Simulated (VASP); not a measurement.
## Run report: Rh, geometry relaxation (part 1 of 2)

The run: geometry relaxation of Rh (Fm-3m, 1 atom in the cell). Method and program: Kohn-Sham DFT of a periodic cell, LDA, VASP PAW LDA potentials, recommended, no spin polarisation (VASP 6.6.1).

The structure derives from an entry of the Crystallography Open Database.

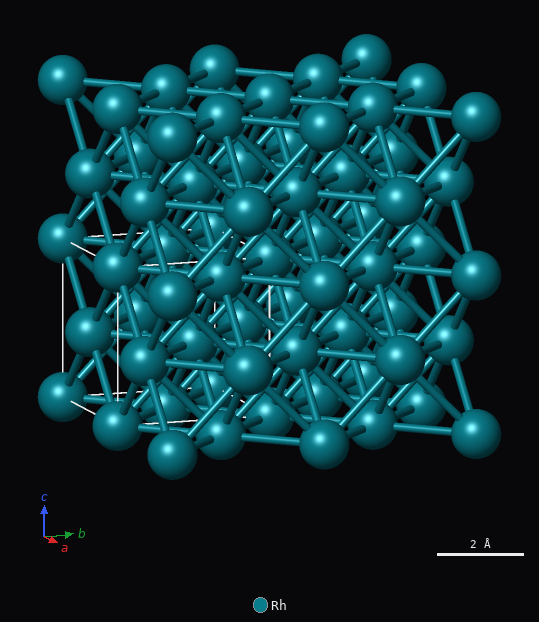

Fig. 1: The starting structure (ball-and-stick view of the cell 4 times as large as that of the calculation, set on its symmetry axes, repeated 2 × 2 × 2, seen slightly off an axis).

**INCAR**
```
PREC     = Accurate       # precision mode
ENCUT    = 600            # plane-wave cutoff, eV
EDIFF    = 1E-6           # SCF threshold, eV
ISMEAR   = 1              # smearing method
SIGMA    = 0.1            # smearing width, eV
LREAL    = F              # projectors in reciprocal space
LASPH    = T              # aspherical terms in the spheres
NELM     = 80             # most SCF steps
ALGO     = Normal         # electronic algorithm
ISIF     = 3              # what is computed and relaxed
LWAVE    = F              # write WAVECAR
LCHARG   = F              # write CHGCAR
GGA      = CA             # functional
IBRION   = 2              # ionic algorithm
NSW      = 90             # ionic steps
EDIFFG   = -0.01          # ionic threshold
```

**KPOINTS**
```
regular mesh
0
Gamma
  16 16 16
```

**POSCAR**
```
Rh
1.0
    0.0000000000      1.8978500000      1.8978500000
    1.8978500000      0.0000000000      1.8978500000
    1.8978500000      1.8978500000      0.0000000000
Rh
1
Direct
    0.0000000000      0.0000000000      0.0000000000
```

Hardware: 1 thread of Intel Xeon (Sapphire Rapids), 192 GiB of memory available, shared host.

Launched with:
```bash
cat potpaw_LDA.64/Rh_pv/POTCAR > POTCAR
mpirun -np 1 vasp_std > vasp.out
```

**OSZICAR**
```
N       E                     dE             d eps       ncg     rms          rms(c)
DAV:   1     0.124881332302E+03    0.12488E+03   -0.10154E+04  3190   0.162E+03
DAV:   2    -0.759542102254E+01   -0.13248E+03   -0.12694E+03  3256   0.411E+02
DAV:   3    -0.923432041458E+01   -0.16389E+01   -0.16223E+01  3697   0.518E+01
DAV:   4    -0.924403841818E+01   -0.97180E-02   -0.97158E-02  3474   0.413E+00
DAV:   5    -0.924419406737E+01   -0.15565E-03   -0.15565E-03  3640   0.488E-01    0.108E+01
DAV:   6    -0.869612255718E+01    0.54807E+00   -0.13092E+00  3316   0.168E+01    0.351E+00
DAV:   7    -0.867607592192E+01    0.20047E-01   -0.20381E-02  3631   0.179E+00    0.171E+00
DAV:   8    -0.867110761826E+01    0.49683E-02   -0.52614E-03  3355   0.122E+00    0.205E-01
DAV:   9    -0.867091700808E+01    0.19061E-03   -0.28608E-04  3730   0.286E-01    0.392E-02
DAV:  10    -0.867092326142E+01   -0.62533E-05   -0.35709E-06  3527   0.256E-02    0.257E-03
DAV:  11    -0.867092320087E+01    0.60558E-07   -0.35287E-07  1973   0.839E-03
   1 F= -.86709232E+01 E0= -.86708703E+01  d E =-.867092E+01
       N       E                     dE             d eps       ncg     rms          rms(c)
DAV:   1    -0.122087755105E+02   -0.35379E+01   -0.55475E+01  3361   0.122E+02    0.200E+01
DAV:   2    -0.868995757275E+01    0.35188E+01   -0.77845E+00  3265   0.442E+01    0.332E+00
DAV:   3    -0.858267411631E+01    0.10728E+00   -0.26776E-01  3517   0.765E+00    0.240E+00
DAV:   4    -0.858334943289E+01   -0.67532E-03   -0.14038E-02  3436   0.164E+00    0.765E-01
DAV:   5    -0.858486144454E+01   -0.15120E-02   -0.24891E-03  3517   0.617E-01    0.652E-02
DAV:   6    -0.858476180978E+01    0.99635E-04   -0.61048E-05  3535   0.105E-01    0.168E-02
DAV:   7    -0.858475930673E+01    0.25030E-05   -0.87704E-06  3643   0.484E-02    0.771E-04
DAV:   8    -0.858475920213E+01    0.10460E-06   -0.11761E-07  1887   0.521E-03
   2 F= -.85847592E+01 E0= -.85846480E+01  d E =0.861640E-01
       N       E                     dE             d eps       ncg     rms          rms(c)
DAV:   1    -0.107497985893E+02   -0.21650E+01   -0.32684E+01  3346   0.994E+01    0.983E+00
DAV:   2    -0.869123884725E+01    0.20586E+01   -0.51598E+00  3301   0.343E+01    0.356E+00
DAV:   3    -0.867936460369E+01    0.11874E-01   -0.63252E-02  3511   0.333E+00    0.189E+00
DAV:   4    -0.868222427267E+01   -0.28597E-02   -0.90063E-03  3397   0.125E+00    0.431E-01
DAV:   5    -0.868297614327E+01   -0.75187E-03   -0.76847E-04  3589   0.330E-01    0.615E-02
DAV:   6    -0.868291393010E+01    0.62213E-04   -0.26934E-05  3385   0.822E-02    0.775E-03
DAV:   7    -0.868291403367E+01   -0.10358E-06   -0.32558E-07  2449   0.857E-03
   3 F= -.86829140E+01 E0= -.86828512E+01  d E =-.119908E-01
       N       E                     dE             d eps       ncg     rms          rms(c)
DAV:   1    -0.868323257424E+01   -0.31864E-03   -0.45920E-03  3361   0.114E+00    0.129E-01
DAV:   2    -0.868292869820E+01    0.30388E-03   -0.75242E-04  3319   0.421E-01    0.212E-02
DAV:   3    -0.868292608088E+01    0.26173E-05   -0.84687E-06  3532   0.400E-02    0.121E-02
DAV:   4    -0.868292640380E+01   -0.32292E-06   -0.21835E-06  3145   0.193E-02
   4 F= -.86829264E+01 E0= -.86828630E+01  d E =-.120032E-01
```

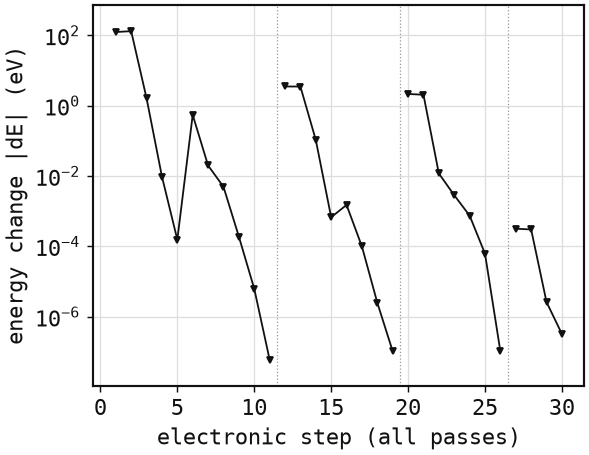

Fig. 2: Convergence of the self-consistent field: energy change |dE| against the electronic step. Each stretch between dotted lines is the SCF of one geometry step of a relaxation. The 4 ionic steps take 4 to 11 electronic steps each. The density is held fixed in the first few steps, and dE rises again when its update begins.

**Parts of OUTCAR**
```
PREC = Accurate
   ENCUT = 600
   EDIFF = 1E-6
   ISMEAR = 1
   LREAL = F
   LASPH = T
   NELM = 80
   ISIF = 3
   GGA = CA
   IBRION = 2
   NSW = 90
   EDIFFG = -0.01

 ion  position               nearest neighbor table
   1  0.000  0.000  0.000-

  LATTYP: Found a face centered cubic cell.
 ALAT       =     3.7957000000

  Lattice vectors:

 A1 = (   0.0000000000,   1.8978500000,   1.8978500000)
 A2 = (   1.8978500000,   0.0000000000,   1.8978500000)
 A3 = (   1.8978500000,   1.8978500000,   0.0000000000)

Analysis of symmetry for initial positions (statically):
=====================================================================
 Subroutine PRICEL returns:
 Original cell was already a primitive cell.

 Routine SETGRP: Setting up the symmetry group for a
 face centered cubic supercell.

 Subroutine GETGRP returns: Found 48 space group operations
 (whereof 48 operations were pure point group operations)
 out of a pool of 48 trial point group operations.

The static configuration has the point symmetry O_h .

Analysis of symmetry for dynamics (positions and initial velocities):
=====================================================================
 Subroutine PRICEL returns:
 Original cell was already a primitive cell.

 Routine SETGRP: Setting up the symmetry group for a
 face centered cubic supercell.

 Subroutine GETGRP returns: Found 48 space group operations
 (whereof 48 operations were pure point group operations)
 out of a pool of 48 trial point group operations.

The dynamic configuration has the point symmetry O_h .

 Subroutine INISYM returns: Found 48 space group operations
 (whereof 48 operations are pure point group operations),
 and found     1 'primitive' translations

----------------------------------------------------------------------------------------

                                     Primitive cell

  volume of cell :      13.6715

  direct lattice vectors                    reciprocal lattice vectors
     0.000000000  1.897850000  1.897850000    -0.263456016  0.263456016  0.263456016
     1.897850000  0.000000000  1.897850000     0.263456016 -0.263456016  0.263456016
     1.897850000  1.897850000  0.000000000     0.263456016  0.263456016 -0.263456016

  length of vectors
     2.683965209  2.683965209  2.683965209     0.456319205  0.456319205  0.456319205

  position of ions in fractional coordinates (direct lattice)
     0.000000000  0.000000000  0.000000000

  ion indices of the primitive-cell ions
   primitive index   ion index
                 1           1

----------------------------------------------------------------------------------------

 KPOINTS: regular mesh

Automatic generation of k-mesh.
 Grid dimensions read from file:
 generate k-points for:   16   16   16

 Generating k-lattice:

  Cartesian coordinates                     Fractional coordinates (reciprocal lattice)
    -0.016466001  0.016466001  0.016466001     0.062500000  0.000000000  0.000000000
     0.016466001 -0.016466001  0.016466001     0.000000000  0.062500000  0.000000000
     0.016466001  0.016466001 -0.016466001     0.000000000  0.000000000  0.062500000

  Length of vectors
     0.028519950  0.028519950  0.028519950

  Shift w.r.t. Gamma in fractional coordinates (k-lattice)
     0.000000000  0.000000000  0.000000000

 Subroutine IBZKPT returns following result:
 ===========================================

 Found    145 irreducible k-points:

 Following reciprocal coordinates:
            Coordinates               Weight
  0.000000  0.000000  0.000000      1.000000
  0.062500  0.000000  0.000000      8.000000
  0.125000  0.000000  0.000000      8.000000
  0.187500  0.000000  0.000000      8.000000
  0.250000  0.000000  0.000000      8.000000
  0.312500  0.000000  0.000000      8.000000
  0.375000  0.000000  0.000000      8.000000
  0.437500  0.000000  0.000000      8.000000
  0.500000  0.000000  0.000000      4.000000
  0.062500  0.062500  0.000000      6.000000
  0.125000  0.062500  0.000000     24.000000
  0.187500  0.062500  0.000000     24.000000
  0.250000  0.062500  0.000000     24.000000
  0.312500  0.062500  0.000000     24.000000
  0.375000  0.062500  0.000000     24.000000
  0.437500  0.062500  0.000000     24.000000
  0.500000  0.062500  0.000000     24.000000
 -0.437500  0.062500  0.000000     24.000000
 -0.375000  0.062500  0.000000     24.000000
 -0.312500  0.062500  0.000000     24.000000
 -0.250000  0.062500  0.000000     24.000000
 -0.187500  0.062500  0.000000     24.000000
 -0.125000  0.062500  0.000000     24.000000
 -0.062500  0.062500  0.000000     12.000000
 [... further k-points ...]
   k-points           NKPTS =    145   k-points in BZ     NKDIM =    145   number of bands    NBANDS=     11
   number of dos      NEDOS =    301   number of ions     NIONS =      1
   total plane-waves  NPLWV =  13824
   dimension x,y,z NGX =    24 NGY =   24 NGZ =   24
   dimension x,y,z NGXF=    48 NGYF=   48 NGZF=   48
   ions per type =               1
   NGX,Y,Z   is equivalent  to a cutoff of  14.87, 14.87, 14.87 a.u.
   NGXF,Y,Z  is equivalent  to a cutoff of  29.73, 29.73, 29.73 a.u.
 SYSTEM =  unknown system
   PREC   = accura    normal or accurate (medium, high low for compatibility)
   ISTART =      0    job   : 0-new  1-cont  2-samecut
   ICHARG =      2    charge: 1-file 2-atom 10-const
   ISPIN  =      1    spin polarized calculation?
   LNONCOLLINEAR =      F non collinear calculations
   LSORBIT =      F    spin-orbit coupling
   LASPH  =      T    aspherical Exc in radial PAW
   ENCUT  =  600.0 eV  44.10 Ry    6.64 a.u.   5.36  5.36  5.36*2*pi/ulx,y,z
   NELM   =     80;   NELMIN=  2; NELMDL= -5     # of ELM steps
   EDIFF  = 0.1E-05   stopping-criterion for ELM
   LREAL  =      F    real-space projection
   EDIFFG = -.1E-01   stopping-criterion for IOM
   NSW    =     90    number of steps for IOM
   IBRION =      2    ionic relax: 0-MD 1-quasi-New 2-CG
   NFREE  =      1    steps in history (QN), initial steepest desc. (CG)
   ISIF   =      3    stress and relaxation
   ISYM   =      2    0-nonsym 1-usesym 2-fastsym
   POTIM  = 0.5000    time-step for ionic-motion
   TEBEG  =    0.0;   TEEND  =   0.0 temperature during run
   PSTRESS=    0.0 pullay stress
   NELECT =      15.0000    total number of electrons
   NUPDOWN=      -1.0000    fix difference up-down
   EMIN   =  10.00;   EMAX   =-10.00  energy-range for DOS
   EFERMI =   0.00;   METHOD = LEGACY
   ISMEAR =     1;   SIGMA  =   0.10  broadening in eV -4-tet -1-fermi 0-gaus
   EFERMI_NEDOS =   21; number of points for ismear=-14 and -15
   IALGO  =     38    algorithm
   IMIX   =      4    mixing-type and parameters
     AMIX     =   0.40;   BMIX     =  1.00
     AMIX_MAG =   1.60;   BMIX_MAG =  1.00
  volume/ion in A,a.u.               =      13.67        92.26
  Fermi-wavevector in a.u.,A,eV,Ry     =   1.688496  3.190795 38.790465  2.851019
  Thomas-Fermi vector in A             =   2.770792
   LORBIT       =      0    0 simple, 1 ext, 2 COOP (PROOUT), +10 PAW based schemes
   GGA     = CA    functional components
   LHFCALC =     F    Hartree Fock is set to
   AEXX    =    0.0000 exact exchange contribution
   IVDW    =     0    specifies the selected vdW correction
   LEPSILON=     F    determine dielectric tensor
   LRPA    =     F    only Hartree local field effects (RPA)
 conjugate gradient relaxation of ions
 non-spin polarized calculation
 Methfessel and Paxton  Order N= 1 SIGMA  =   0.10
  energy-cutoff  :      600.00
  volume of cell :       13.67
 maximum number of plane-waves:       469
 NGX is ok and might be reduce to    24
   NGX = 11   NGY = 11   NGZ = 11

--------------------------------------- Ionic step        1  -------------------------------------------

 number of electron      15.0000002 magnetization

 Free energy of the ion-electron system (eV)
  ---------------------------------------------------
  ext. energy  EPLUGINS =         0.00000000
  ---------------------------------------------------
  free energy    TOTEN  =        -8.67092320 eV

  energy without entropy =       -8.67076437  energy(sigma->0) =       -8.67087026
```
